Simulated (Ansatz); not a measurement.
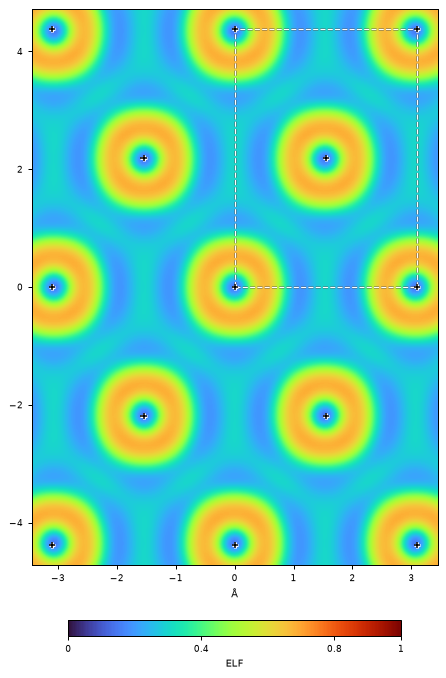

The electron localisation function on a plane through atoms (crosses mark nuclei in the plane).

Level of theory: Ansatz, DFT, PBE, plane waves (420 eV) with PAW, scalar-relativistic.

Candidates:
A. P, a = 2.73 Å, b = 2.73 Å, c = 10.20 Å, α = 90.00°, β = 90.00°, γ = 120.00°. Space group P6₃/mmc; set up as P, dhcp; a generated structure, not necessarily the stable one; changed on purpose from its base cell (volume × 1.12); computed pressure about −8 GPa in this cell.
B. Ru, a = 3.10 Å, b = 3.10 Å, c = 3.10 Å, α = 90.00°, β = 90.00°, γ = 90.00°. Space group Im-3m; set up as Ru, bcc; a generated structure, not necessarily the stable one; changed on purpose from its base cell (volume × 1.04); computed pressure about −10 GPa in this cell; computed without spin polarisation.
C. Pd, a = 2.69 Å, b = 8.78 Å, c = 2.72 Å, α = 90.00°, β = 90.00°, γ = 90.00°. Space group Cmcm; set up as Pd, beta-Sn type; a generated structure, not necessarily the stable one; changed on purpose from its base cell (volume × 1.0).

Which candidate gave the map?

Candidate B: Ru on the (11̄0) plane of the conventional cell, which holds Ru. Ru–Ru (2.68 Å): the ELF is about 0.30 at the midpoint.
